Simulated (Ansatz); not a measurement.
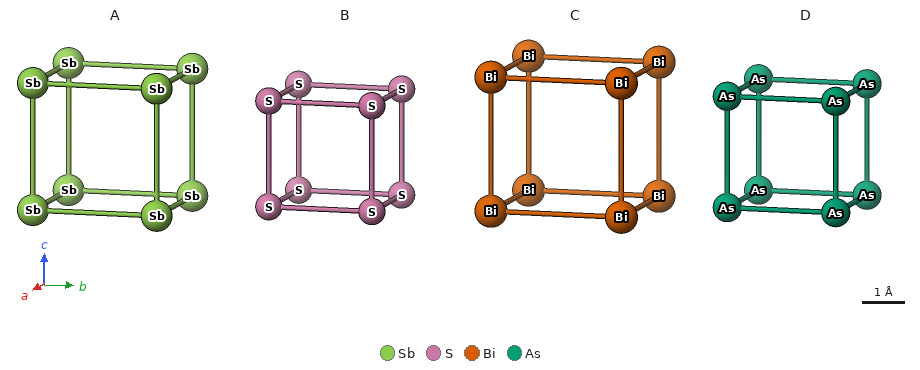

One structure type (space group Pm-3m for the parent) with different elements on its sites, each relaxed in cell and atoms to zero pressure (within 0.1 GPa). The picture is a ball-and-stick view of the cell of the calculation, seen slightly off an axis.

These are results of DFT r2SCAN, scalar-relativistic, plane waves, PAW in Ansatz 0.2.0, not measurements. (plane-wave cutoff 500 eV; occupations gaussian; smearing width 0.1 eV; no spin polarisation) The k-mesh is chosen for each cell (14×14×14, 16×16×16).

**Give the formulas, and rank the crystals by volume per atom, smallest first.**

B = S (17.0 Å³), D = As (19.8 Å³), A = Sb (29.4 Å³), C = Bi (34.5 Å³).
